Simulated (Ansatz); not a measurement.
# Nudged elastic band, with input and output: Sr27Ti27O80 (charge +2) (part 3 of 4)

Sr27Ti27O80 (defect cell, 134 atoms in the cell, total charge +2); DFT, PBEsol, PAW, plane waves (Ansatz 0.2.0); cutoff 420 eV, 1×1×1 k-mesh, Fermi–Dirac smearing of 0.01 eV. 

**Log, continued**
```
NEB image 3, as the band closes
NEB point 1 about image 3
NEB point 2 about image 3
NEB point 3 about image 3
preconditioner: auto → Resta (q_TF=auto, 2.555 Å⁻¹)  ε∞=5.7  [insulator: Δε(μ)=2.328 eV  Ē_g=12.176 eV  σ=0.010 eV  W_gap=1.00  n_scr=460 (ndim 8)  ℏωp=26.4 eV  f_vac=0.001  D(μ)=0.00/eV (n_scr^D=0)  ε∞_Penn≈5.7]
NEB point 4 about image 3
preconditioner: auto → Resta (q_TF=auto, 2.555 Å⁻¹)  ε∞=5.7  [insulator: Δε(μ)=2.309 eV  Ē_g=12.177 eV  σ=0.010 eV  W_gap=1.00  n_scr=460 (ndim 8)  ℏωp=26.4 eV  f_vac=0.001  D(μ)=0.00/eV (n_scr^D=0)  ε∞_Penn≈5.7]
NEB point 5 about image 3
preconditioner: auto → Resta (q_TF=auto, 2.555 Å⁻¹)  ε∞=5.7  [insulator: Δε(μ)=2.311 eV  Ē_g=12.174 eV  σ=0.010 eV  W_gap=1.00  n_scr=460 (ndim 8)  ℏωp=26.4 eV  f_vac=0.002  D(μ)=0.00/eV (n_scr^D=0)  ε∞_Penn≈5.7]
NEB point 6 about image 3
preconditioner: auto → Resta (q_TF=auto, 2.555 Å⁻¹)  ε∞=5.7  [insulator: Δε(μ)=2.338 eV  Ē_g=12.176 eV  σ=0.010 eV  W_gap=1.00  n_scr=460 (ndim 8)  ℏωp=26.4 eV  f_vac=0.001  D(μ)=0.00/eV (n_scr^D=0)  ε∞_Penn≈5.7]
NEB point 7 about image 3
preconditioner: auto → Resta (q_TF=auto, 2.555 Å⁻¹)  ε∞=5.7  [insulator: Δε(μ)=2.325 eV  Ē_g=12.175 eV  σ=0.010 eV  W_gap=1.00  n_scr=460 (ndim 8)  ℏωp=26.4 eV  f_vac=0.002  D(μ)=0.00/eV (n_scr^D=0)  ε∞_Penn≈5.7]
NEB point 8 about image 3
preconditioner: auto → Resta (q_TF=auto, 2.555 Å⁻¹)  ε∞=5.7  [insulator: Δε(μ)=2.335 eV  Ē_g=12.174 eV  σ=0.010 eV  W_gap=1.00  n_scr=460 (ndim 8)  ℏωp=26.4 eV  f_vac=0.001  D(μ)=0.00/eV (n_scr^D=0)  ε∞_Penn≈5.7]
NEB point 9 about image 3
preconditioner: auto → Resta (q_TF=auto, 2.555 Å⁻¹)  ε∞=5.7  [insulator: Δε(μ)=2.293 eV  Ē_g=12.175 eV  σ=0.010 eV  W_gap=1.00  n_scr=460 (ndim 8)  ℏωp=26.4 eV  f_vac=0.002  D(μ)=0.00/eV (n_scr^D=0)  ε∞_Penn≈5.7]
NEB point 10 about image 3
preconditioner: auto → Resta (q_TF=auto, 2.555 Å⁻¹)  ε∞=5.7  [insulator: Δε(μ)=2.336 eV  Ē_g=12.180 eV  σ=0.010 eV  W_gap=1.00  n_scr=460 (ndim 8)  ℏωp=26.4 eV  f_vac=0.002  D(μ)=0.00/eV (n_scr^D=0)  ε∞_Penn≈5.7]
NEB point 11 about image 3
preconditioner: auto → Resta (q_TF=auto, 2.555 Å⁻¹)  ε∞=5.7  [insulator: Δε(μ)=2.339 eV  Ē_g=12.180 eV  σ=0.010 eV  W_gap=1.00  n_scr=460 (ndim 8)  ℏωp=26.4 eV  f_vac=0.001  D(μ)=0.00/eV (n_scr^D=0)  ε∞_Penn≈5.7]
NEB point 12 about image 3
preconditioner: auto → Resta (q_TF=auto, 2.555 Å⁻¹)  ε∞=5.7  [insulator: Δε(μ)=2.330 eV  Ē_g=12.180 eV  σ=0.010 eV  W_gap=1.00  n_scr=460 (ndim 8)  ℏωp=26.4 eV  f_vac=0.002  D(μ)=0.00/eV (n_scr^D=0)  ε∞_Penn≈5.7]
NEB point 13 about image 3
preconditioner: auto → Resta (q_TF=auto, 2.555 Å⁻¹)  ε∞=5.7  [insulator: Δε(μ)=2.313 eV  Ē_g=12.177 eV  σ=0.010 eV  W_gap=1.00  n_scr=460 (ndim 8)  ℏωp=26.4 eV  f_vac=0.002  D(μ)=0.00/eV (n_scr^D=0)  ε∞_Penn≈5.7]
NEB point 14 about image 3
preconditioner: auto → Resta (q_TF=auto, 2.555 Å⁻¹)  ε∞=5.7  [insulator: Δε(μ)=2.304 eV  Ē_g=12.177 eV  σ=0.010 eV  W_gap=1.00  n_scr=460 (ndim 8)  ℏωp=26.4 eV  f_vac=0.001  D(μ)=0.00/eV (n_scr^D=0)  ε∞_Penn≈5.7]
NEB point 15 about image 3
preconditioner: auto → Resta (q_TF=auto, 2.555 Å⁻¹)  ε∞=5.7  [insulator: Δε(μ)=2.339 eV  Ē_g=12.178 eV  σ=0.010 eV  W_gap=1.00  n_scr=460 (ndim 8)  ℏωp=26.4 eV  f_vac=0.001  D(μ)=0.00/eV (n_scr^D=0)  ε∞_Penn≈5.7]
NEB point 16 about image 3
preconditioner: auto → Resta (q_TF=auto, 2.555 Å⁻¹)  ε∞=5.7  [insulator: Δε(μ)=2.322 eV  Ē_g=12.177 eV  σ=0.010 eV  W_gap=1.00  n_scr=460 (ndim 8)  ℏωp=26.4 eV  f_vac=0.002  D(μ)=0.00/eV (n_scr^D=0)  ε∞_Penn≈5.7]
NEB point 17 about image 3
preconditioner: auto → Resta (q_TF=auto, 2.555 Å⁻¹)  ε∞=5.7  [insulator: Δε(μ)=2.239 eV  Ē_g=12.175 eV  σ=0.010 eV  W_gap=1.00  n_scr=460 (ndim 8)  ℏωp=26.4 eV  f_vac=0.001  D(μ)=0.00/eV (n_scr^D=0)  ε∞_Penn≈5.7]
NEB point 18 about image 3
preconditioner: auto → Resta (q_TF=auto, 2.555 Å⁻¹)  ε∞=5.7  [insulator: Δε(μ)=2.319 eV  Ē_g=12.175 eV  σ=0.010 eV  W_gap=1.00  n_scr=460 (ndim 8)  ℏωp=26.4 eV  f_vac=0.001  D(μ)=0.00/eV (n_scr^D=0)  ε∞_Penn≈5.7]
NEB point 19 about image 3
preconditioner: auto → Resta (q_TF=auto, 2.555 Å⁻¹)  ε∞=5.7  [insulator: Δε(μ)=2.265 eV  Ē_g=12.181 eV  σ=0.010 eV  W_gap=1.00  n_scr=460 (ndim 8)  ℏωp=26.4 eV  f_vac=0.002  D(μ)=0.00/eV (n_scr^D=0)  ε∞_Penn≈5.7]
NEB point 20 about image 3
preconditioner: auto → Resta (q_TF=auto, 2.555 Å⁻¹)  ε∞=5.7  [insulator: Δε(μ)=2.349 eV  Ē_g=12.177 eV  σ=0.010 eV  W_gap=1.00  n_scr=460 (ndim 8)  ℏωp=26.4 eV  f_vac=0.001  D(μ)=0.00/eV (n_scr^D=0)  ε∞_Penn≈5.7]
NEB point between images 0 and 1
preconditioner: auto → Resta (q_TF=auto, 2.555 Å⁻¹)  ε∞=5.7  [insulator: Δε(μ)=2.331 eV  Ē_g=12.180 eV  σ=0.010 eV  W_gap=1.00  n_scr=460 (ndim 8)  ℏωp=26.4 eV  f_vac=0.002  D(μ)=0.00/eV (n_scr^D=0)  ε∞_Penn≈5.7]
NEB point between images 1 and 2
preconditioner: auto → Resta (q_TF=auto, 2.555 Å⁻¹)  ε∞=5.7  [insulator: Δε(μ)=2.325 eV  Ē_g=12.178 eV  σ=0.010 eV  W_gap=1.00  n_scr=460 (ndim 8)  ℏωp=26.4 eV  f_vac=0.002  D(μ)=0.00/eV (n_scr^D=0)  ε∞_Penn≈5.7]
NEB point between images 2 and 3
preconditioner: auto → Resta (q_TF=auto, 2.555 Å⁻¹)  ε∞=5.7  [insulator: Δε(μ)=2.337 eV  Ē_g=12.178 eV  σ=0.010 eV  W_gap=1.00  n_scr=460 (ndim 8)  ℏωp=26.4 eV  f_vac=0.001  D(μ)=0.00/eV (n_scr^D=0)  ε∞_Penn≈5.7]
NEB point between images 3 and 4
preconditioner: auto → Resta (q_TF=auto, 2.555 Å⁻¹)  ε∞=5.7  [insulator: Δε(μ)=2.345 eV  Ē_g=12.177 eV  σ=0.010 eV  W_gap=1.00  n_scr=460 (ndim 8)  ℏωp=26.4 eV  f_vac=0.001  D(μ)=0.00/eV (n_scr^D=0)  ε∞_Penn≈5.7]
NEB point between images 4 and 5
SCF iter   1: F=—  HF=-206206.571661 eV  |F-HF|=—  |Δ(HF+E_count)|=         —  Δρ=3.28e-3  dr2=1.26e-1  ethr=1.14e-5  ⟨swp⟩=11.0  Hψ=2886  notcnv=0
preconditioner: auto → Resta (q_TF=auto, 2.555 Å⁻¹)  ε∞=5.7  [insulator: Δε(μ)=2.341 eV  Ē_g=12.177 eV  σ=0.010 eV  W_gap=1.00  n_scr=460 (ndim 8)  ℏωp=26.4 eV  f_vac=0.002  D(μ)=0.00/eV (n_scr^D=0)  ε∞_Penn≈5.7]
SCF iter   2: F=—  HF=-206206.560277 eV  |F-HF|=—  |Δ(HF+E_count)|=   1.14e-2  Δρ=1.83e-3  dr2=4.47e-2  ethr=1.14e-5  ⟨swp⟩=4.0  Hψ=842  notcnv=0
SCF iter   3: F=—  HF=-206206.555405 eV  |F-HF|=—  |Δ(HF+E_count)|=   4.87e-3  Δρ=2.41e-4  dr2=1.26e-3  ethr=4.17e-6  ⟨swp⟩=7.0  Hψ=1419  notcnv=0
SCF iter   4: F=—  HF=-206206.552488 eV  |F-HF|=—  |Δ(HF+E_count)|=   2.92e-3  Δρ=8.57e-5  dr2=1.29e-4  ethr=1.17e-7  ⟨swp⟩=2.0  Hψ=1180  notcnv=0
SCF iter   5: F=—  HF=-206206.553382 eV  |F-HF|=—  |Δ(HF+E_count)|=   8.94e-4  Δρ=2.16e-5  dr2=9.86e-6  ethr=1.21e-8  ⟨swp⟩=2.0  Hψ=1180  notcnv=0
SCF iter   6: F=—  HF=-206206.553163 eV  |F-HF|=—  |Δ(HF+E_count)|=   2.20e-4  Δρ=1.43e-5  dr2=2.00e-6  ethr=9.20e-10  ⟨swp⟩=2.0  Hψ=1206  notcnv=0
SCF iter   7: F=—  HF=-206206.553163 eV  |F-HF|=—  |Δ(HF+E_count)|=   2.53e-7  Δρ=3.77e-6  dr2=2.32e-7  ethr=1.86e-10  ⟨swp⟩=2.0  Hψ=1203  notcnv=0
SCF iter   8: F=-206206.553163 eV  HF=-206206.553163 eV  |F-HF|=7.71e-9  |Δ(HF+E_count)|=   5.67e-8  Δρ=1.48e-6  dr2=2.31e-8  ethr=9.33e-12  ⟨swp⟩=4.0  Hψ=1958  notcnv=0
SCF 105 converged in 8 iterations: F = -206206.553163 eV  dr2 = 2.31e-8
  greatest PAW one-centre occupation: 0.999 electrons in one spin orbital (limit 2), on the Ti atom at site 27 (counted from 0), in its partial waves of l = 0
NEB point between images 5 and 6
iter 1 solved again at ethr=7.59e-6 eV; its pass at ethr=3.10e-3 eV (dr2=8.14e-2 eV) is discarded
SCF iter   1: F=—  HF=-206206.721308 eV  |F-HF|=—  |Δ(HF+E_count)|=         —  Δρ=2.89e-3  dr2=8.37e-2  ethr=7.59e-6  ⟨swp⟩=11.0  Hψ=2908  notcnv=0  defer=2
preconditioner: auto → Resta (q_TF=auto, 2.555 Å⁻¹)  ε∞=5.7  [insulator: Δε(μ)=2.323 eV  Ē_g=12.176 eV  σ=0.010 eV  W_gap=1.00  n_scr=460 (ndim 8)  ℏωp=26.4 eV  f_vac=0.002  D(μ)=0.00/eV (n_scr^D=0)  ε∞_Penn≈5.7]
SCF iter   2: F=—  HF=-206206.715591 eV  |F-HF|=—  |Δ(HF+E_count)|=   5.72e-3  Δρ=1.63e-3  dr2=3.00e-2  ethr=7.59e-6  ⟨swp⟩=7.0  Hψ=809  notcnv=0
SCF iter   3: F=—  HF=-206206.711457 eV  |F-HF|=—  |Δ(HF+E_count)|=   4.13e-3  Δρ=1.95e-4  dr2=6.63e-4  ethr=2.79e-6  ⟨swp⟩=4.0  Hψ=2106  notcnv=0
SCF iter   4: F=—  HF=-206206.711548 eV  |F-HF|=—  |Δ(HF+E_count)|=   9.12e-5  Δρ=6.25e-5  dr2=5.81e-5  ethr=6.19e-8  ⟨swp⟩=2.0  Hψ=1056  notcnv=0
SCF iter   5: F=—  HF=-206206.712132 eV  |F-HF|=—  |Δ(HF+E_count)|=   5.83e-4  Δρ=1.89e-5  dr2=5.08e-6  ethr=5.42e-9  ⟨swp⟩=2.0  Hψ=1206  notcnv=0
SCF iter   6: F=—  HF=-206206.712133 eV  |F-HF|=—  |Δ(HF+E_count)|=   1.60e-6  Δρ=5.20e-6  dr2=3.91e-7  ethr=4.74e-10  ⟨swp⟩=2.0  Hψ=1071  notcnv=0
SCF iter   7: F=-206206.712133 eV  HF=-206206.712133 eV  |F-HF|=5.53e-9  |Δ(HF+E_count)|=   5.76e-8  Δρ=1.81e-6  dr2=5.02e-8  ethr=9.33e-12  ⟨swp⟩=4.0  Hψ=2065  notcnv=0
SCF 106 converged in 7 iterations: F = -206206.712133 eV  dr2 = 5.02e-8
NEB iter  16: max|band force component| = 5.887e-2 eV/Å  barrier→ = 0.4167 eV  barrier← = 0.4169 eV  CI = image 3  CI's point: of a kind that is not told: the force calls were inconclusive, a negative curvature could not be distinguished from the path's own, the only one lies far off the path, or fixed occupations may fill a level only in part  Δτ_max = 0.0000 Å  (240 SCF iters)
```

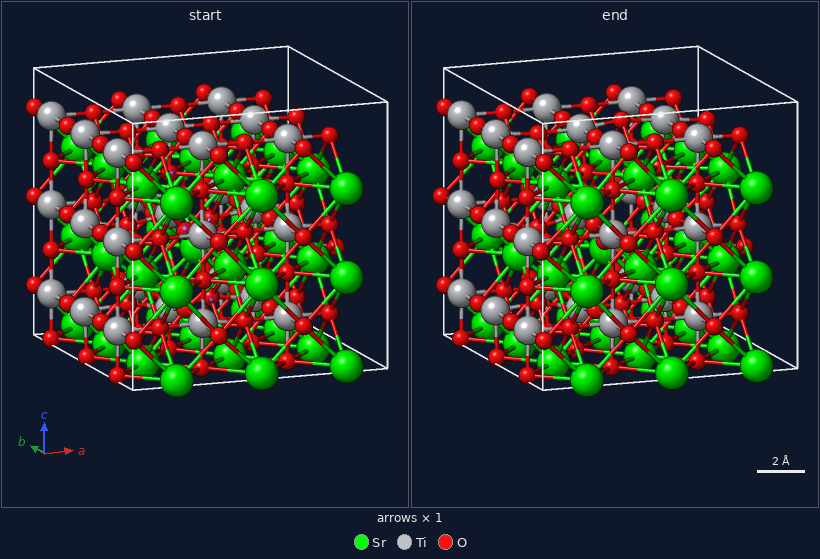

**Figure 1.** Before (left) and after (right) the relaxation, at one scale (ball-and-stick view of the cell of the calculation (origin shifted), seen slightly off an axis). The pink arrows give the displacements, at true length. The atom that moves furthest is O103 (1.18 Å). Largest moves by element: O 1.18 Å, Ti 0.14 Å, Sr 0.09 Å. The cell stays as it was. Among the contacts that change: Ti50–O103 2.035 → 3.112 Å, Sr27–O103 2.979 → 3.864 Å, Sr24–O103 2.991 → 3.860 Å, Sr23–O121 2.652 → 2.973 Å. Bonds break: Sr24–O103 (2.99 → 3.86 Å), Sr27–O103 (2.98 → 3.86 Å), Ti50–O103 (2.03 → 3.11 Å). Among the angles that change: O94–Ti41–O103 158.8° → 122.4°, O68–Ti41–O103 100.9° → 123.5°, Sr23–O103–Ti41 99.5° → 121.2°. (Atoms are counted from 1 in the order of the input.)

```
SCF converged after 6 iterations
Free energy (F): -206206.318197 eV
Harris-Foulkes:  -206206.318197 eV  (|F-HF|=6.43e-9)
Internal energy: -206206.318197 eV  (E = F + TS)
E sigma→0 (E₀):  -206206.318197 eV
Fermi energy:    10.972442 eV
--- Per-component energies (eV) ---
  E_band       = -5546.590153
  E_kinetic    = 28045.026326
  E_local      = -64187.188155  (includes V_loc(G=0)·N_el)
  E_nonlocal   = 9441.584061
  E_hartree    = 22431.627250
  E_xc         = -13165.620267
  E_vxc        = -15244.891134  (∫ρ·V_xc dr)
  E_paw        = -111119.104994  (= ΣΔE_a)
  E_vpaw       = -8464.575019  (= ΣTr[D̂ρ^β])
  E_aug_tail   = 0.199857  (compensation charges beyond the density's cutoff)
  E_ewald      = -77663.056064
  E_core_change = 10.213789  (= ΣΔE_core)
  E_smearing   = -0.000000  (= −TS)
  E_closure    = 0.000000  (closes the sum)
  E_deformation_potential = 41.523367  (in the stress; not in F)
  Σ components = -206206.318197   (vs F -206206.318197, Δ=0.00e0)
--- Forces (eV/Å), atoms counted from 1 ---
  atom   1  Sr    -0.00006548     0.00000040    -0.00164309
  atom   2  Sr    -0.00074769    -0.00071828     0.00004792
  atom   3  Sr    -0.00268386     0.00062416    -0.00070311
  atom   4  Sr    -0.00118394    -0.00169208    -0.00049124
  atom   5  Sr    -0.00001852    -0.00100458     0.00136312
  atom   6  Sr     0.00068829    -0.00178940    -0.00179862
  atom   7  Sr    -0.00006149    -0.00070788    -0.00129695
  atom   8  Sr     0.00048926    -0.00104532     0.00128526
  atom   9  Sr     0.00134884    -0.00091673    -0.00094592
  atom  10  Sr    -0.00088356    -0.00012279    -0.00167859
  atom  11  Sr     0.00053378    -0.00068405    -0.00280506
  atom  12  Sr     0.00006892    -0.00023132    -0.00295338
  atom  13  Sr     0.00038612    -0.00176570    -0.00347555
  atom  14  Sr     0.00093036    -0.00284248    -0.00222724
  atom  15  Sr    -0.00179434    -0.00176719    -0.00017547
  atom  16  Sr    -0.00048791    -0.00069358    -0.00395528
  atom  17  Sr     0.00018731     0.00104003    -0.00215976
  atom  18  Sr    -0.00189008    -0.00027843     0.00037714
  atom  19  Sr     0.00198850    -0.00089902    -0.00325716
  atom  20  Sr    -0.00021439    -0.00134637    -0.00154785
  atom  21  Sr     0.00091809    -0.00044402    -0.00344650
  atom  22  Sr    -0.00001517    -0.00135754    -0.00251261
  atom  23  Sr     0.00048348    -0.00062513    -0.00260506
  atom  24  Sr     0.00028356    -0.00430526    -0.00241872
  atom  25  Sr    -0.00002684    -0.00085022    -0.00290716
  atom  26  Sr     0.00105826    -0.00069437    -0.00259777
  atom  27  Sr     0.00057253     0.00194197    -0.00163523
  atom  28  Ti     0.00322529    -0.00454419    -0.00667779
  atom  29  Ti    -0.00489474    -0.00272439    -0.00274582
  atom  30  Ti    -0.00148458    -0.00135755    -0.00342839
  atom  31  Ti     0.00392794    -0.00280479    -0.00624876
  atom  32  Ti    -0.00127826    -0.00328408    -0.00381246
  atom  33  Ti    -0.00306286     0.00079055    -0.00084051
  atom  34  Ti     0.00385107    -0.00350400    -0.00538712
  atom  35  Ti    -0.00282499    -0.00547510    -0.00343273
  atom  36  Ti     0.00042107    -0.00486811    -0.00323123
  atom  37  Ti     0.00081377    -0.00227473    -0.01348346
  atom  38  Ti    -0.00445405    -0.00710053    -0.01500322
  atom  39  Ti     0.00257913    -0.00643998    -0.01746702
  atom  40  Ti     0.00068731    -0.00294413    -0.00749835
  atom  41  Ti     0.00311212    -0.00473998    -0.00654556
  atom  42  Ti    -0.00083642    -0.00467778    -0.00629374
  atom  43  Ti     0.00404514    -0.00294628    -0.01169458
  atom  44  Ti    -0.00280374    -0.00035070    -0.01687862
  atom  45  Ti     0.00342216    -0.00578396    -0.01690712
  atom  46  Ti     0.00060550    -0.00533019    -0.00607728
  atom  47  Ti    -0.00466876    -0.00270406    -0.00175217
  atom  48  Ti     0.00168064    -0.00513403    -0.00669565
  atom  49  Ti    -0.00253436    -0.00458884     0.00170257
  atom  50  Ti     0.00387839    -0.00219542    -0.00282325
  atom  51  Ti     0.00430686    -0.00229435    -0.00511714
  atom  52  Ti     0.00044137    -0.00140813    -0.00493024
  atom  53  Ti    -0.00494099    -0.00008250    -0.00451268
  atom  54  Ti     0.00108025    -0.00183847    -0.00598377
  atom  55  O      0.00044043     0.00093275     0.00404590
  atom  56  O     -0.00082574     0.00116990     0.00352463
  atom  57  O      0.00133547     0.00040915    -0.00058438
  atom  58  O      0.00200646     0.00035510     0.00268731
  atom  59  O     -0.00488629     0.00066172     0.00071720
  atom  60  O     -0.00020006     0.00082496     0.00231570
  atom  61  O      0.00009923     0.00175669     0.00384010
  atom  62  O     -0.00076867     0.00220917     0.00269646
  atom  63  O      0.00037338     0.00175593    -0.00053574
  atom  64  O     -0.00143698     0.00408640     0.00850205
  atom  65  O      0.00071839    -0.00118693     0.00639143
  atom  66  O      0.00125018     0.00278772     0.01062121
  atom  67  O     -0.00328104     0.00078322     0.00857050
  atom  68  O      0.00152152     0.00213677    -0.00282194
  atom  69  O     -0.00182655    -0.00057744     0.00823963
  atom  70  O     -0.00040701     0.00326234     0.00650108
  atom  71  O      0.00085811     0.00048845     0.01054414
  atom  72  O      0.00086601     0.00025609     0.00522591
  atom  73  O     -0.00013210     0.00202636     0.00181536
  atom  74  O     -0.00009575     0.00107984     0.00084087
  atom  75  O      0.00089709     0.00162392     0.00289363
  atom  76  O      0.00017778     0.00131425    -0.00553517
  atom  77  O     -0.00363398     0.00070968     0.00475248
  atom  78  O      0.00069364     0.00187906     0.00460118
  atom  79  O     -0.00010766     0.00010076     0.00263523
  atom  80  O     -0.00008116     0.00099617     0.00083868
  atom  81  O     -0.00046406     0.00085316     0.00028118
  atom  82  O      0.00435438     0.00220968     0.00204900
  atom  83  O      0.00075643     0.00139046     0.00077444
  atom  84  O     -0.00167866     0.00133227    -0.00085171
  atom  85  O     -0.00226380     0.00077568     0.00415625
  atom  86  O     -0.00082141     0.00002201     0.00045955
  atom  87  O     -0.00063000     0.00163293     0.00019604
  atom  88  O      0.00387143    -0.00043343     0.00210994
  atom  89  O      0.00001073     0.00122399     0.00090329
  atom  90  O     -0.00019181     0.00102354     0.00474070
  atom  91  O      0.00021113     0.00240243     0.00172601
  atom  92  O      0.00276740     0.00013926     0.00377248
  atom  93  O      0.00066680     0.00145522     0.00473741
  atom  94  O      0.00349969     0.00151717     0.00164648
  atom  95  O     -0.00060412     0.00080865    -0.00018083
  atom  96  O     -0.00033296     0.00111904     0.00393891
  atom  97  O     -0.00021752     0.00033966     0.00253750
  atom  98  O      0.00216619     0.00246677     0.00334932
  atom  99  O     -0.00148841     0.00199483     0.00437249
  atom 100  O      0.00435993    -0.00055549     0.00330174
  atom 101  O     -0.00510319     0.00176253     0.00475185
  atom 102  O     -0.00016331     0.00117142     0.00014627
  atom 103  O     -0.00597734     0.00195325     0.00576944
  atom 104  O      0.00153329     0.00050971     0.00676592
  atom 105  O     -0.00334191     0.00070411     0.00428227
  atom 106  O      0.00333185     0.00253046     0.00394231
  atom 107  O     -0.00519696     0.00172539     0.00411475
  atom 108  O     -0.00012879     0.00070379     0.00316521
  atom 109  O      0.00099132     0.00135692     0.00060862
  atom 110  O     -0.00121233    -0.00087855     0.00162710
  atom 111  O     -0.00171761     0.00601579     0.00175833
  atom 112  O      0.00246815     0.00289080     0.00161592
  atom 113  O      0.00119470     0.00550723     0.00035934
  atom 114  O     -0.00178487    -0.00054234     0.00178077
  atom 115  O      0.00208881     0.00210867     0.00092535
  atom 116  O      0.00056439    -0.00145408     0.00110022
  atom 117  O     -0.00035323     0.00119457     0.00033590
  atom 118  O      0.00019441     0.00170452     0.00945469
  atom 119  O     -0.00007334     0.00247967     0.00667908
```
